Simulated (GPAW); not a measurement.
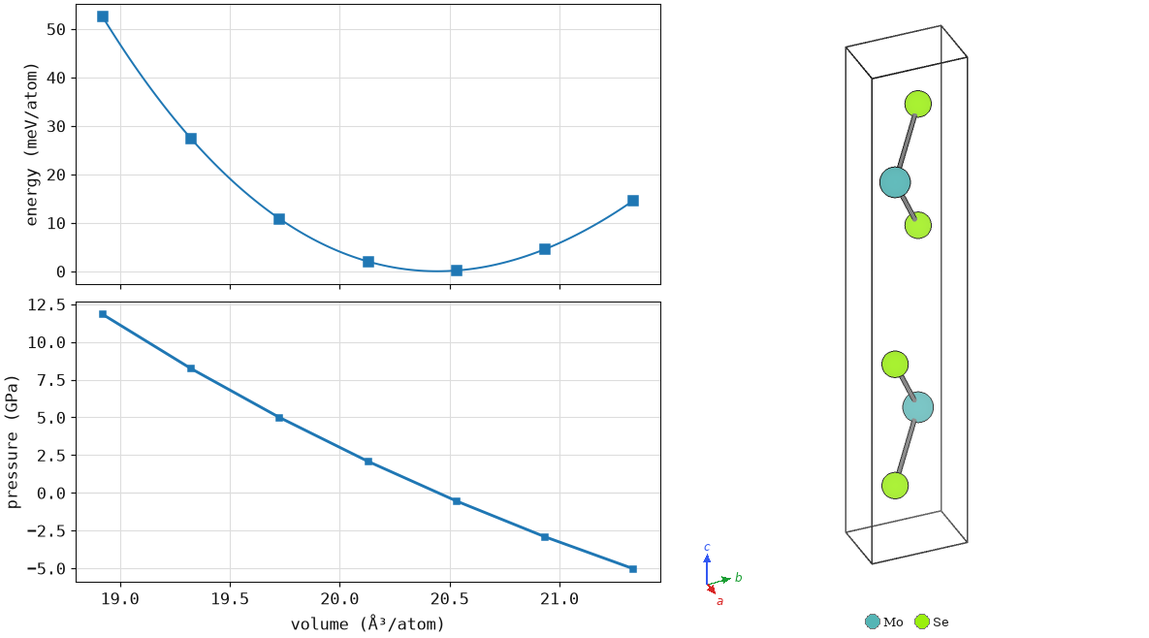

The picture above shows the energy and pressure against volume for MoSe₂, space group P6_3/mmc (No. 194). The conventional cell is drawn beside the plot.

Structure:
```
CELL_PARAMETERS angstrom
3.28800 0.00000 0.00000
-1.64400 2.84749 0.00000
0.00000 0.00000 12.90000
ATOMIC_POSITIONS crystal
Mo 0.66667 0.33333 0.75000
Mo 0.33333 0.66667 0.25000
Se 0.66667 0.33333 0.37500
Se 0.33333 0.66667 0.87500
Se 0.66667 0.33333 0.12500
Se 0.33333 0.66667 0.62500
```

How it was computed, with GPAW 26.7.0: PAW DFT in plane waves, on a grid or in atomic orbitals, no spin polarisation; energies at scaled volumes of the given cell, shape and fractions fixed, counted from the fit's minimum, third-order Birch-Murnaghan fit. Level: LDA.

| setting | value |
| --- | --- |
| k mesh | 6×6×2 |
| occupations | Fermi–Dirac |
| smearing width | 0.05 eV |
| potentials | HGH pseudopotentials |
| wave cutoff | 1600 eV |
| program settings | basis pw |

Give the fitted equation-of-state parameters.

A third-order Birch–Murnaghan fit gives V0 = 20.44 Å³/atom, B0 = 129 GPa and B′ = 4.3.

Read off the course of the pressure.

It falls from 11.83 GPa at volume 18.92 Å³/atom to −5.04 GPa at 21.34 Å³/atom, and changes sign near 20.45 Å³/atom.

Note: coarse k mesh; shape and atomic fractions are frozen while scaling, which makes layered, chain and framework solids too stiff.

The computed values:

```
volume (Å³/atom)  energy (meV/atom)  pressure (GPa)
           18.92              52.51           11.83
           19.32              27.37            8.23
           19.73              10.83            4.99
           20.13               2.01            2.08
           20.53               0.15           -0.55
           20.93               4.56           -2.92
           21.34              14.61           -5.04
```
